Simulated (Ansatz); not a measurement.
**Band-structure calculation, with input and output: Si$_{2}$C$_{3}$**

- system: Si$_{2}$C$_{3}$ (P6₃/mmc, 10 atoms in the cell)
- method: DFT PBE, scalar-relativistic, plane waves, PAW, no spin polarisation (Ansatz 0.2.0)

The structure was made by a generator, so it may or may not be a known phase. Figures and captions count atoms from 1; the log counts them from 0 in places.

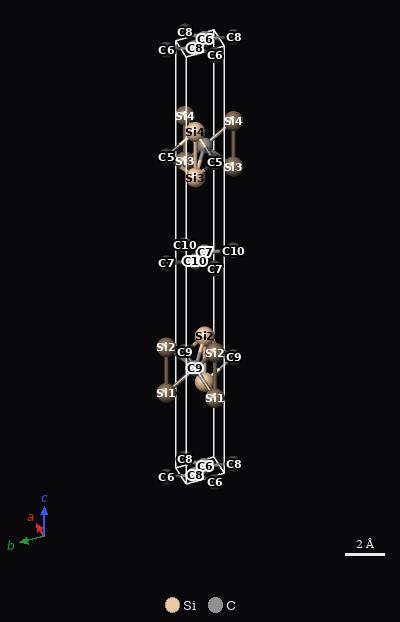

Fig. 1: The structure as given in the input (ball-and-stick view of the cell of the calculation, seen at an oblique angle; neighbours outside the cell are drawn fainter; atoms are numbered from 1 in the order of the input). An atom can appear more than once, as a periodic image.

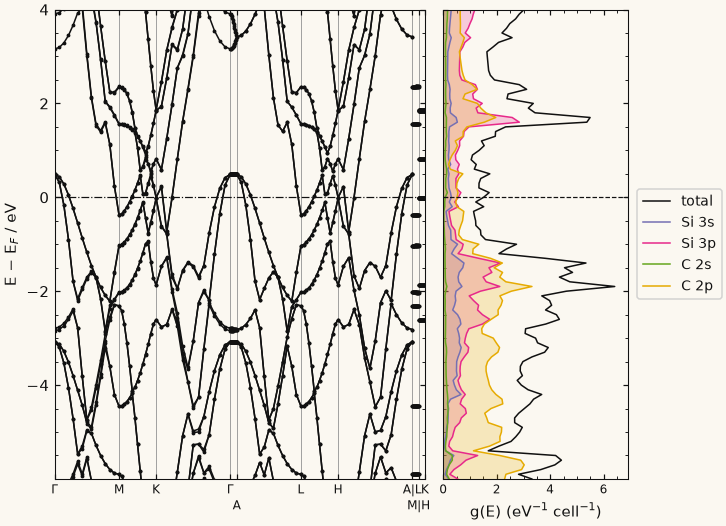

Fig. 2: Band structure along Γ–M–K–Γ–A–L–H–A|L–M|H–K and density of states (projected on Löwdin-orthogonalised atomic shells), with energies from the Fermi level. Bands cross the Fermi level: a metal at this level of theory.

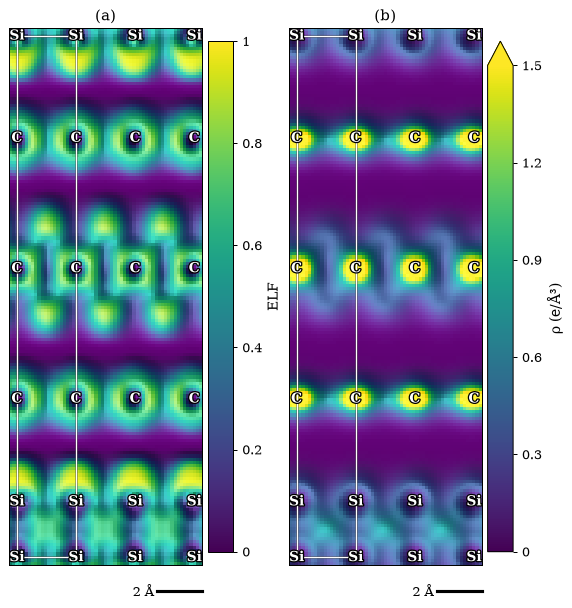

Fig. 3: (a) ELF; (b) valence charge density (pseudo) on the (100) plane of the conventional cell. Si–Si (2.48 Å): the density is about 0.38 e/Å³ at the midpoint, a local maximum along the line; the ELF is about 0.30 at the midpoint. Away from the nuclei the density in this plane falls to 0.006 e/Å³ at its lowest. In a PAW calculation such maps are meaningful between the atoms, not at the nuclei.

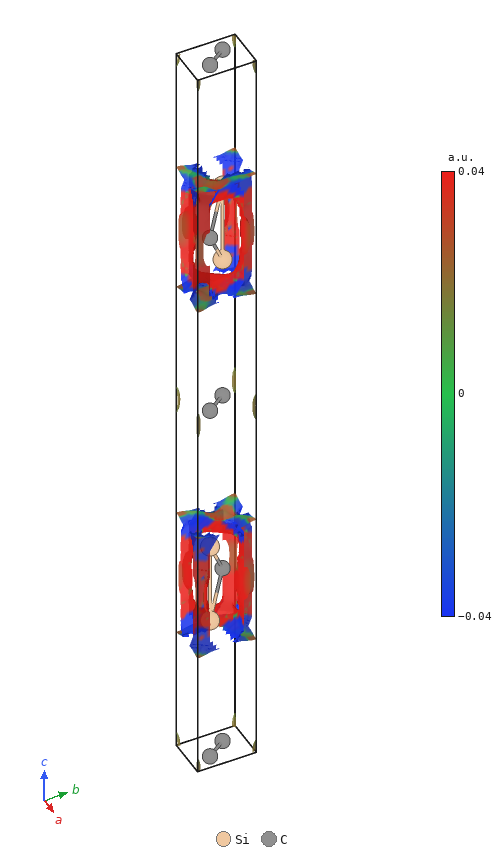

Fig. 4: Non-covalent interaction (NCI) plot: the surface where the reduced density gradient is 0.4, for densities under 0.05 a.u., coloured by sign(λ₂)ρ; seen at an oblique angle. The outline is the cell set on symmetry axes.

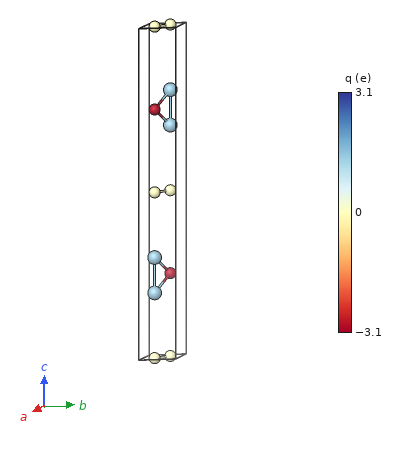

Fig. 5: Bader charges, as the colour of each atom (ball-and-stick view of the cell of the calculation, seen slightly off an axis). By element: Si +1.47 and C −2.93 to 0.00 e.

These pictures come from the run below.

## Input
```yaml
crystal:
  lattice:
    - [2.6271596019, 0.0, 0.0]
    - [-1.313579801, 2.275186955, 0.0]
    - [0.0, 0.0, 23.1785327469]
  atoms:
    - { symbol: Si, position: [0.6666666667, 0.3333333333, 0.196593942] }
    - { symbol: Si, position: [0.6666666667, 0.3333333333, 0.303406058] }
    - { symbol: Si, position: [0.3333333333, 0.6666666667, 0.696593942] }
    - { symbol: Si, position: [0.3333333333, 0.6666666667, 0.803406058] }
    - { symbol: C, position: [0.6666666667, 0.3333333333, 0.75] }
    - { symbol: C, position: [0.6666666667, 0.3333333333, 1.0000023069] }
    - { symbol: C, position: [0.6666666667, 0.3333333333, 0.4999976931] }
    - { symbol: C, position: [0.3333333333, 0.6666666667, -2.3069e-06] }
    - { symbol: C, position: [0.3333333333, 0.6666666667, 0.25] }
    - { symbol: C, position: [0.3333333333, 0.6666666667, 0.5000023069] }
basis:
  ecutwfc: 420
kpoints:
  mp_grid: { grid: [18, 18, 2] }
  band_path:
    path:
      - [[0.0, 0.0, 0.0], [0.5, 0.0, 0.0], [0.33333333, 0.33333333, 0.0], [0.0, 0.0, 0.0], [0.0, 0.0, 0.5], [0.5, 0.0, 0.5], [0.33333333, 0.33333333, 0.5], [0.0, 0.0, 0.5]]
      - [[0.5, 0.0, 0.5], [0.5, 0.0, 0.0]]
      - [[0.33333333, 0.33333333, 0.5], [0.33333333, 0.33333333, 0.0]]
    npoints: 14
hamiltonian:
  xc: pbe
scf:
  occupations: { method: gaussian, width: 0.1 }
  n_extra_bands: 25
output:
  forces: true
  stress: true
  eigenvalues: true
  populations: true
  dos: { projected: true, de: 0.02, nscf_kmesh: { grid: [22, 22, 3] } }
  bader: true
  write_density: true
  write_potential: true
  elf: true
  volumetric_format: npy
```

Run as:
```bash
ansatz run input.yaml --threads 1 --pin off --max-ram 2560MiB --backend cpu --events-out ev --progress --plain --runs-dir out
```

## The program's output
```
scf.n_extra_bands = 25 over 20 filled bands (N_el = 40.0): the run solves 45 bands
Engine: ansatz 0.2.0, x86_64-unknown-linux-gnu
Pseudopotentials: kind: paw
Pseudopotential: Si, paw, valence charge 4, recommended cutoff 420 eV (normal), Si.paw.azcp
Pseudopotential: C, paw, valence charge 4, recommended cutoff 420 eV (normal), C.paw.azcp
Functional definition: PBE
  parameter kappa = 0.804
  parameter beta = 0.06672455060314922
  exchange = pbe_x(kappa = kappa, mu = beta*pi^2/3)
  correlation = pbe_c(beta = beta)
Crystal: 10 atoms, lattice volume = 138.545 Å³
Basis set: ecut = 420 eV, 2759 PW (Γ), exchange–correlation on 36×36×320 points (8 copies of the dense FFT grid, shifted against one another)
Bands: 45, of which v1, the nominal top of the filled ones, is band 20 counted from 1 (19 counted from 0)
Symmetry: 24 space group operations
Space group: P63/mmc (ITA 194), of the structure as read, at distance tolerance 5.2e-5 Å
k-points: 74 of 648
Non-local potential: Si, projectors of the file, l = 0: 2, l = 1: 2, l = 2: 2
Non-local potential: C, projectors of the file, l = 0: 2, l = 1: 2, l = 2: 1
PAW form: soft (Blöchl's): semilocal exchange-correlation on the pseudo side does not see the compensation charge
PAW one-centre angular grid: Si, 110 points (default); XC on 64 Gauss nodes
PAW one-centre angular grid: C, 110 points (default); XC on 64 Gauss nodes
Initial density: superposition of atomic densities (neutral atoms: chi_scale 0, normalization atom), corrected by the library's trained network
Initial wavefunctions: pseudopotential atomic-orbital guess
Functional: x = pbe(κ = 0.804, μ = 0.2195149727645171), c = pbe(β = 0.06672455060314922)
SCF iter   1: F=—  HF=-4041.698603 eV  |F-HF|=—  |Δ(HF+E_count)|=         —  Δρ=8.26e-3  dr2=3.93e-1  ethr=1.77e-3  ⟨swp⟩=7.4  Hψ=18868  notcnv=0  defer=614
preconditioner: auto → LDOS  [insulator: Δε(μ)=0.098 eV  Ē_g=14.979 eV  σ=0.100 eV  W_gap=0.51  n_scr=16 (ndim 8)  ℏωp=20.0 eV  f_vac=0.157  D(μ)=1.83/eV (n_scr^D=10)  ε∞_Penn≈2.8  β→1.0]
SCF iter   2: F=—  HF=-4041.720671 eV  |F-HF|=—  |Δ(HF+E_count)|=   2.21e-2  Δρ=6.16e-3  dr2=4.38e-1  ethr=9.82e-4  ⟨swp⟩=2.3  Hψ=4380  notcnv=0  defer=1175
SCF iter   3: F=—  HF=-4041.652172 eV  |F-HF|=—  |Δ(HF+E_count)|=   6.85e-2  Δρ=2.45e-3  dr2=3.79e-2  ethr=9.82e-4  ⟨swp⟩=1.8  Hψ=4113  notcnv=0  defer=1112
SCF iter   4: F=—  HF=-4041.647118 eV  |F-HF|=—  |Δ(HF+E_count)|=   5.05e-3  Δρ=8.70e-4  dr2=5.97e-3  ethr=9.47e-5  ⟨swp⟩=1.8  Hψ=2241  notcnv=0  defer=1112
SCF iter   5: F=—  HF=-4041.646658 eV  |F-HF|=—  |Δ(HF+E_count)|=   4.60e-4  Δρ=5.37e-4  dr2=7.41e-4  ethr=1.49e-5  ⟨swp⟩=1.1  Hψ=3833  notcnv=0  defer=1074
SCF iter   6: F=—  HF=-4041.646679 eV  |F-HF|=—  |Δ(HF+E_count)|=   2.05e-5  Δρ=1.38e-4  dr2=5.83e-5  ethr=1.85e-6  ⟨swp⟩=2.1  Hψ=2589  notcnv=0  defer=1074
SCF iter   7: F=—  HF=-4041.646728 eV  |F-HF|=—  |Δ(HF+E_count)|=   4.98e-5  Δρ=5.00e-5  dr2=1.82e-5  ethr=1.46e-7  ⟨swp⟩=1.7  Hψ=2494  notcnv=0  defer=1074
SCF iter   8: F=—  HF=-4041.646728 eV  |F-HF|=—  |Δ(HF+E_count)|=   7.75e-7  Δρ=9.17e-6  dr2=8.33e-7  ethr=4.55e-8  ⟨swp⟩=1.0  Hψ=1956  notcnv=0  defer=1074
SCF iter   9: F=-4041.646728 eV  HF=-4041.646728 eV  |F-HF|=2.20e-10  |Δ(HF+E_count)|=   4.52e-8  Δρ=1.13e-6  dr2=2.09e-9  ethr=2.50e-10  ⟨swp⟩=19.6  Hψ=31373  notcnv=0
SCF 1 converged in 9 iterations: F = -4041.646728 eV  dr2 = 2.09e-9
  greatest PAW one-centre occupation: 0.671 electrons in one spin orbital (limit 2), on the C atom at site 8 (counted from 0), in its partial waves of l = 0
NSCF: frozen V_eff on 129 k-points
NSCF: frozen V_eff on 104 k-points
SCF converged after 9 iterations
Free energy (F): -4041.646728 eV
Harris-Foulkes:  -4041.646728 eV  (|F-HF|=2.20e-10)
Internal energy: -4041.630405 eV  (E = F + TS)
E sigma→0 (E₀):  -4041.638566 eV
Entropy (-TS):   -0.016323 eV (-1.632 meV/atom)
Fermi energy:    5.956378 eV
--- Per-component energies (eV) ---
  E_band       = -60.142690
  E_kinetic    = 709.675300
  E_local      = -2013.299330  (includes V_loc(G=0)·N_el)
  E_nonlocal   = 261.751640
  E_hartree    = 788.803833
  E_xc         = -512.724233
  E_vxc        = -549.051351  (∫ρ·V_xc dr)
  E_paw        = -2643.723240  (= ΣΔE_a)
  E_vpaw       = -46.825819  (= ΣTr[D̂ρ^β])
  E_aug_tail   = 0.000066  (compensation charges beyond the density's cutoff)
  E_ewald      = -632.114442
  E_smearing   = -0.016323  (= −TS)
  E_closure    = -0.000000  (closes the sum)
  Σ components = -4041.646728   (vs F -4041.646728, Δ=0.00e0)
--- Forces (eV/Å), atoms counted from 1 ---
  atom   1  Si     0.00000000    -0.00000000     0.00083381
  atom   2  Si     0.00000000    -0.00000000    -0.00083381
  atom   3  Si    -0.00000000     0.00000000     0.00083381
  atom   4  Si    -0.00000000     0.00000000    -0.00083381
  atom   5  C      0.00000000    -0.00000000     0.00000000
  atom   6  C      0.00000000    -0.00000000    -0.00015062
  atom   7  C      0.00000000    -0.00000000     0.00015062
  atom   8  C     -0.00000000     0.00000000     0.00015062
  atom   9  C     -0.00000000     0.00000000    -0.00000000
  atom  10  C     -0.00000000     0.00000000    -0.00015062
  max |Σ_I F_I| component: 4.26e-16 eV/Å
--- Stress (GPa, compression-positive) ---
        0.009529       0.000000      -0.000000
        0.000000       0.009529       0.000000
       -0.000000       0.000000       0.021124
  P = ⅓ Tr σ = 0.0134 GPa (0.134 kbar)
--- Band table (eV; the first three rows and the last of 74) ---
  k-point 0: bands = ["-12.2929", "-12.2928", "-12.0948", "-12.0947", "-6.7741", "-6.7739", "-1.1456", "-1.1055", "-0.4871", "-0.4274", "2.8822", "2.8822", "2.8822", "2.8822", "3.1114", "3.1652", "6.4470", "6.4470", "6.4471", "6.4471", "9.1161", "9.8618", "10.4571", "11.8761", "13.1109", "13.1109", "13.1115", "13.1115", "13.8204", "14.4302", "14.4303", "15.2394", "15.2401", "15.2490", "15.5773", "15.6949", "15.6949", "15.6950", "15.6950", "16.1324", "16.1517", "17.5452", "17.8345", "17.8345", "17.8346"]
  k-point 1: bands = ["-12.2929", "-12.2929", "-12.0947", "-12.0947", "-6.7740", "-6.7740", "-1.1264", "-1.1264", "-0.4565", "-0.4565", "2.8822", "2.8822", "2.8822", "2.8822", "3.1382", "3.1382", "6.4470", "6.4470", "6.4470", "6.4470", "9.3724", "9.3724", "11.2096", "11.2096", "13.1109", "13.1109", "13.1109", "13.1109", "14.4302", "14.4302", "14.5670", "14.5670", "15.2394", "15.2394", "15.6133", "15.6133", "15.6949", "15.6949", "15.6949", "15.6949", "17.1343", "17.1343", "17.8345", "17.8345", "17.8345"]
  k-point 2: bands = ["-12.2158", "-12.2157", "-12.0299", "-12.0298", "-6.6920", "-6.6918", "-1.0660", "-1.0258", "-0.4126", "-0.3529", "2.5992", "2.5993", "2.7546", "2.7549", "3.1773", "3.2305", "6.0362", "6.0363", "6.3182", "6.3184", "9.1951", "9.9323", "10.5249", "11.9199", "13.1252", "13.1267", "13.3697", "13.3700", "13.7710", "14.6008", "14.6009", "14.8708", "15.0462", "15.0469", "15.3784", "15.7161", "15.8878", "15.8879", "15.8956", "15.9515", "16.2958", "16.3600", "16.9475", "17.0897", "17.0897"]
  k-point 73: bands = ["-6.0806", "-6.0806", "-6.0806", "-6.0806", "-5.8698", "-5.8698", "-3.6889", "-3.6889", "-3.2903", "-3.2903", "-2.1650", "-2.1650", "-0.5564", "-0.5564", "3.3520", "3.3520", "4.0865", "4.0865", "5.9398", "5.9398", "5.9485", "5.9485", "6.7757", "6.7757", "7.8040", "7.8040", "7.8168", "7.8168", "11.0303", "11.0303", "12.4502", "12.4502", "15.0172", "15.0172", "16.4486", "16.4486", "17.1459", "17.1459", "17.1940", "17.1940", "18.3680", "18.3680", "18.6769", "18.6769", "19.2637"]
--- Löwdin populations: 10 sites ---
  site symbol       q [e]
     0     Si      3.4075
     1     Si      3.4075
     2     Si      3.4075
     3     Si      3.4075
     4      C      4.9348
     5      C      3.9648
     6      C      3.9648
     7      C      3.9648
     8      C      4.9348
     9      C      3.9648
  spilling = 0.016029 (of n_electrons = 40.000000)
--- Bader charges: 10 sites ---
  site symbol  charge [e]  shift [e]
     0     Si      1.4670     0.0114
     1     Si      1.4669     0.0114
     2     Si      1.4669     0.0114
     3     Si      1.4669     0.0114
     4      C     -2.9301     0.0228
     5      C     -0.0019     0.0000
     6      C     -0.0019     0.0000
     7      C     -0.0019     0.0000
     8      C     -2.9301     0.0228
     9      C     -0.0019     0.0000
  estimated error of the sums over rays = 3.8e-4 e
```

## File bader_charges.tsv
```
# site	symbol	x_ang	y_ang	z_ang	partial_charge_e	electrons	volume_ang3	relative_density_drop	shared_charge_e	partial_wave_shift_e
# quadrature_error_electrons = 3.8e-4
0	Si	1.3136	0.7584	4.5568	1.46695	12.53305	15.51	-	1.46695	0.01141
1	Si	1.3136	0.7584	7.0325	1.46695	12.53305	15.51	-	1.46695	0.01141
2	Si	0.0000	1.5168	16.1460	1.46693	12.53307	15.51	-	1.46693	0.01141
3	Si	0.0000	1.5168	18.6218	1.46694	12.53306	15.51	-	1.46694	0.01141
4	C	1.3136	0.7584	17.3839	-2.93010	8.93010	11.94	-	-2.93010	0.02283
5	C	1.3136	0.7584	23.1786	-0.00189	6.00189	12.35	-	-0.00189	0.00000
6	C	1.3136	0.7584	11.5892	-0.00189	6.00189	12.35	-	-0.00189	0.00000
7	C	0.0000	1.5168	-0.0001	-0.00189	6.00189	12.35	-	-0.00189	0.00000
8	C	0.0000	1.5168	5.7946	-2.93013	8.93013	11.94	-	-2.93013	0.02283
9	C	0.0000	1.5168	11.5893	-0.00189	6.00189	12.35	-	-0.00189	0.00000
```

## File populations.tsv
```
# site	symbol	l	j	q
# orbitals = lowdin
# n_electrons = 40.000000
# spilling = 0.016029
0	Si	0_3S	-	1.200107
0	Si	1_3P	-	2.207373
1	Si	0_3S	-	1.200107
1	Si	1_3P	-	2.207373
2	Si	0_3S	-	1.200107
2	Si	1_3P	-	2.207373
3	Si	0_3S	-	1.200107
3	Si	1_3P	-	2.207373
4	C	0_2S	-	1.227793
4	C	1_2P	-	3.707019
5	C	0_2S	-	0.978233
5	C	1_2P	-	2.986592
6	C	0_2S	-	0.978233
6	C	1_2P	-	2.986592
7	C	0_2S	-	0.978233
7	C	1_2P	-	2.986592
8	C	0_2S	-	1.227793
8	C	1_2P	-	3.707019
9	C	0_2S	-	0.978233
9	C	1_2P	-	2.986592
```

## Key numbers

| quantity | value |
| --- | --- |
| outcome | converged |
| space group (tolerance 0.01 Å) | P6₃/mmc (194) |
| electrons treated | 40 |
| free energy | −4041.6467 eV |
| Fermi energy | 5.956 eV |
| gap on the k-point mesh | none (metallic) |
| pressure | 0.01 GPa |
| largest force (length of the vector) | 0.001 eV/Å |
| hardware | 1 thread of Intel Xeon @ 2.50GHz (Skylake/Cascade Lake), 189 GiB of memory available, shared host |
| wall time | 6.9 min |
| peak memory | 0.75 GiB |
